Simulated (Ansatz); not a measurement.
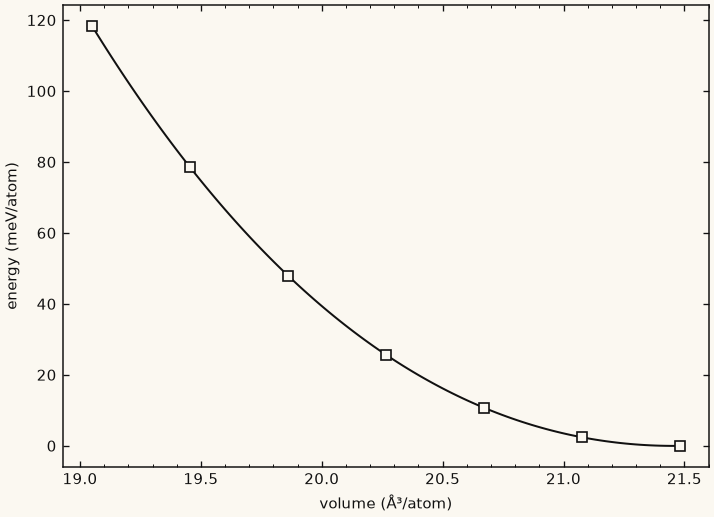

The figure shows the energy against volume for PtSe₂, space group P-3m1 (No. 164).

The given structure:
```
CELL_PARAMETERS angstrom
3.72400 0.00000 0.00000
-1.86200 3.22508 0.00000
0.00000 0.00000 5.06200
ATOMIC_POSITIONS crystal
Pt 0.00000 0.00000 0.00000
Se 0.66667 0.33333 0.75000
Se 0.33333 0.66667 0.25000
```

How it was computed, with Ansatz 0.2.0: plane-wave DFT, no spin polarisation; energies at scaled volumes of the given cell, shape and fractions fixed, counted from the fit's minimum, third-order Birch-Murnaghan fit. Level: PBE.

| setting | value |
| --- | --- |
| k mesh | 8×8×5 |
| occupations | Fermi–Dirac |
| smearing width | 0.05 eV |
| potentials | Ansatz PAW |
| wave cutoff | 420 eV |
| density cutoff | 1680 eV |

From this curve and the settings, what does the calculation give for the pressure at the same points?

The pressure falls from 17.70 GPa at volume 19.05 Å³/atom to −0.12 GPa at 21.48 Å³/atom, and changes sign near 21.46 Å³/atom.

| volume (Å³/atom) | pressure (GPa) |
| --- | --- |
| 19.05 | 17.70 |
| 19.45 | 13.84 |
| 19.86 | 10.39 |
| 20.27 | 7.31 |
| 20.67 | 4.55 |
| 21.08 | 2.08 |
| 21.48 | −0.12 |

Note: the fit and the printed pressures don't fully agree, or the minimum lies near the end of the range; spin-orbit coupling left out, heavy elements; shape and atomic fractions are frozen while scaling, which makes layered, chain and framework solids too stiff.
